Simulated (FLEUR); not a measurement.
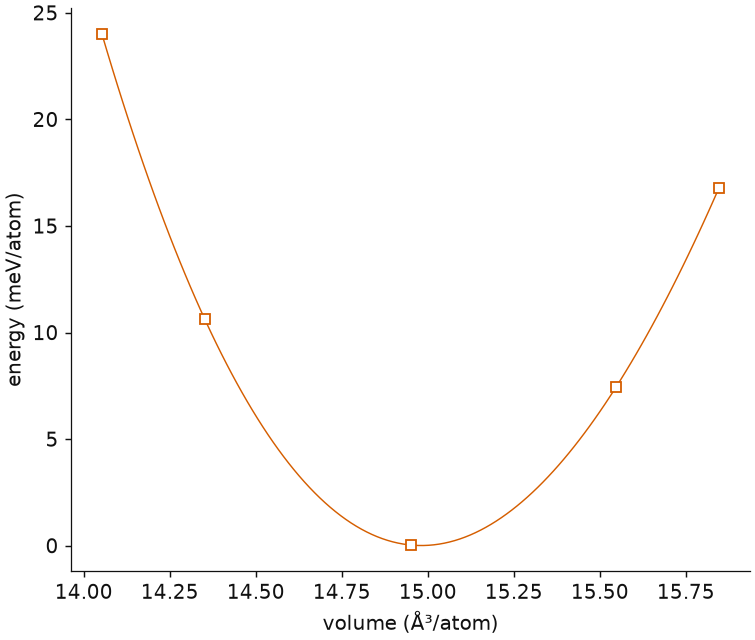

The figure shows the energy against volume for Si, space group I4_1/amd (No. 141).

Cell as given: a = 3.607 Å, b = 3.607 Å, c = 3.607 Å, α = 97.80°, β = 97.80°, γ = 136.76°; 2 atoms.

How it was computed, with FLEUR MaX-R8.1 (later development tree): all-electron LAPW DFT, no spin polarisation; energies at scaled volumes of the given cell, shape and fractions fixed, counted from the fit's minimum, third-order Birch-Murnaghan fit. Level: SCAN.

k mesh 11×11×11; occupations Fermi–Dirac; smearing width 0.05 eV; potentials all electron; program settings basis FLAPW, kmax 4.69 1/bohr.

Give the fitted equation-of-state parameters.

Answer. A third-order Birch–Murnaghan fit gives V0 = 14.98 Å³/atom, B0 = 119 GPa and B′ = 4.4.

Limits of the calculation: shape and atomic fractions are frozen while scaling, which makes layered, chain and framework solids too stiff.

The computed values:

| volume (Å³/atom) | energy (meV/atom) |
| --- | --- |
| 14.053 | 24.02 |
| 14.352 | 10.62 |
| 14.950 | 0.03 |
| 15.548 | 7.45 |
| 15.847 | 16.80 |
